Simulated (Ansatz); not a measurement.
# Geometry relaxation, with input and output: Si3C (part 3 of 3)

Continued. System: Si3C (4 atoms in the cell). Method: DFT, r2SCAN, plane waves, PAW, no spin polarisation (Ansatz 0.2.0); cutoff 500 eV, 8×8×8 k-mesh, Fermi–Dirac smearing of 0.02 eV. The structure was built on a prototype by a generator. The geometry comes from this level: PBE.

Geometry of the input (Å; fractional positions):
```
1.6808  0.9704  5.9741
-1.6808  0.9704  5.9741
0.0000  -1.9409  5.9741
C  0.9992  -0.0008  -0.0008
Si 0.4949  0.4949  0.4949
Si 0.3636  0.3636  0.3636
Si 0.8923  0.8923  0.8923
```

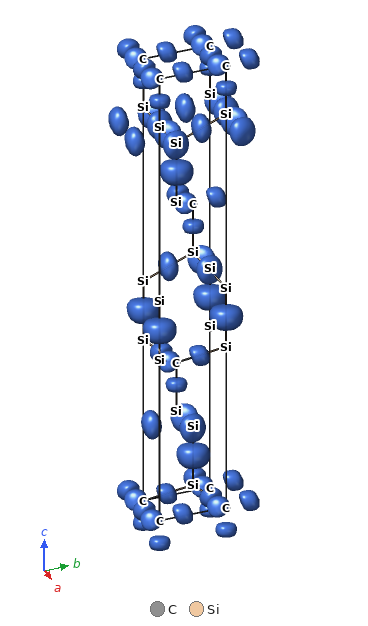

Fig. 1: Isosurface of the ELF at 0.85 (blue), seen slightly off an axis. Core shells and regions of very low density are left out. Sticks mark near contacts. The outline is the cell set on symmetry axes. Along the contacts the grid gives the following.
